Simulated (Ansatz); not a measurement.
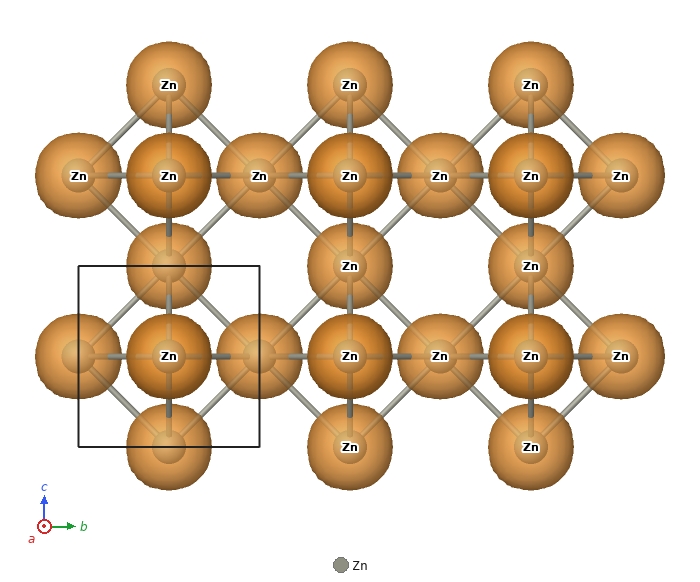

*Zn. Isosurface of the valence pseudo-density at 0.6 e/Å³ (orange), seen along the a axis. Sticks mark near contacts.*

Space group Pm-3m; a generated structure, not necessarily the stable one; computed pressure about 5 GPa in this cell.

The calculation used Kohn-Sham DFT of a periodic cell, LDA, Ansatz PAW (Ansatz 0.2.0).

**Which contacts does the surface bridge?**

At this value the density breaks into separate islands; it holds about 75 % of the electrons treated as valence. It bridges none of the near contacts. It is pinched off along the sampled Zn–Zn (2.51 Å) contacts. On the grid the lowest density along these lines, outside the cores, is 0.3 e/Å³ (Zn–Zn, 2.51 Å).

**Metal or insulator at this level of theory?**

It is metallic or semimetallic at this level of theory: no gap opens.
